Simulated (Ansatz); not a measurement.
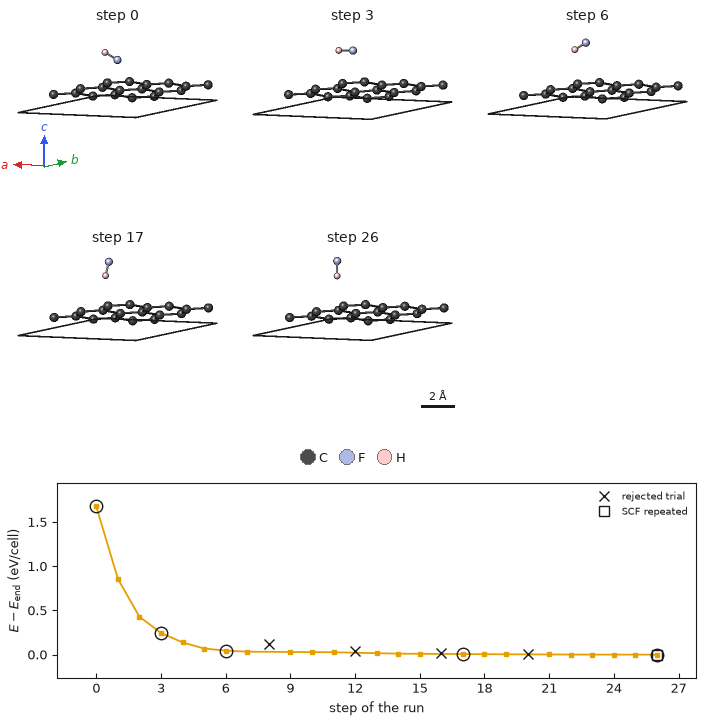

Frames of a relaxation of a slab of composition HC$_{18}$F, marked on the history of the run. The picture is a ball-and-stick view of the cell of the calculation, outlined in the plane, without the vacuum (origin shifted), seen from a free direction.

It is HF on graphene monolayer, set down by a guess. The run prepares an end point of a later path (dissociation) calculation, from a guessed geometry.

These are results of DFT PBE-D3(BJ), scalar-relativistic, plane waves, PAW (Ansatz), not measurements.

Input
```yaml
crystal:
  lattice:
    - [7.398, 0.0, 0.0]
    - [-3.699, 6.406856, 0.0]
    - [0.0, 0.0, 13.0]
  atoms:
    - { symbol: C, position: [0.0, 0.0, 0.0769231] }
    - { symbol: C, position: [0.2222222, 0.1111111, 0.0769231] }
    - { symbol: C, position: [0.0, 0.3333333, 0.0769231] }
    - { symbol: C, position: [0.2222222, 0.4444444, 0.0769231] }
    - { symbol: C, position: [0.0, 0.6666667, 0.0769231] }
    - { symbol: C, position: [0.2222222, 0.7777778, 0.0769231] }
    - { symbol: C, position: [0.3333333, 0.0, 0.0769231] }
    - { symbol: C, position: [0.5555556, 0.1111111, 0.0769231] }
    - { symbol: C, position: [0.3333333, 0.3333333, 0.0769231] }
    - { symbol: C, position: [0.5555556, 0.4444444, 0.0769231] }
    - { symbol: C, position: [0.3333333, 0.6666667, 0.0769231] }
    - { symbol: C, position: [0.5555556, 0.7777778, 0.0769231] }
    - { symbol: C, position: [0.6666667, 0.0, 0.0769231] }
    - { symbol: C, position: [0.8888889, 0.1111111, 0.0769231] }
    - { symbol: C, position: [0.6666667, 0.3333333, 0.0769231] }
    - { symbol: C, position: [0.8888889, 0.4444444, 0.0769231] }
    - { symbol: C, position: [0.6666667, 0.6666667, 0.0769231] }
    - { symbol: C, position: [0.8888889, 0.7777778, 0.0769231] }
    - { symbol: F, position: [0.6790924, -0.0103138, 0.2238462] }
    - { symbol: H, position: [0.8062834, 0.0206026, 0.2546154] }
basis:
  ecutwfc: 420.0
kpoints:
  mp_grid: { grid: [2, 2, 1] }
hamiltonian:
  xc: pbe
  dispersion: d3bj
scf:
  occupations: { method: gaussian, width: 0.02 }
  lower_state_search: "off"
relax:
  f_tol: 0.03
  max_steps: 60
  adjacent_minimum: "off"
output:
  write_density: true
  write_potential: true
  elf: true
  volumetric_format: npy
```

Launched with:
```bash
ansatz run input.yaml --threads 1 --pin off --max-ram 3072MiB --backend cpu --events-out ev --progress --plain --runs-dir out
```

### What happens along the run?

The atom that moves furthest relative to the layer's centre is F19 (1.67 Å at 46° to the normal (+c side)). Largest moves by element: F 1.67 Å, H 0.47 Å, C 0.11 Å. The cell doesn't change. Near-neighbour distances that change, for instance: C10–C17 1.424 → 1.436 Å, C10–C15 1.424 → 1.414 Å. Over 21 accepted moves (26 points after the start) the energy falls by 1.677 eV per cell of the calculation. Largest force component: 4.8 eV/Å at the start, 0.014 eV/Å at the end. The line search rejected the trial steps at points 8, 12, 16, 20 of the run. 1 step only repeated the SCF at the same geometry. The run took 4.1 min on 1 thread of Arm Neoverse V1, on a shared host, peak memory 0.71 GiB. From step 0 to 3: F19 moves most (0.59 Å), energy −1.432 eV per cell of the calculation. From step 3 to 6: F19 moves most (0.51 Å), energy −0.200 eV per cell of the calculation. From step 6 to 17: F19 moves most (0.54 Å), energy −39.0 meV per cell of the calculation. From step 17 to 26: F19 moves most (0.49 Å), energy −6.1 meV per cell of the calculation.

Limits of the set-up: the periodic images lie only 7.4 Å apart, so the values are limited by the cell's size.
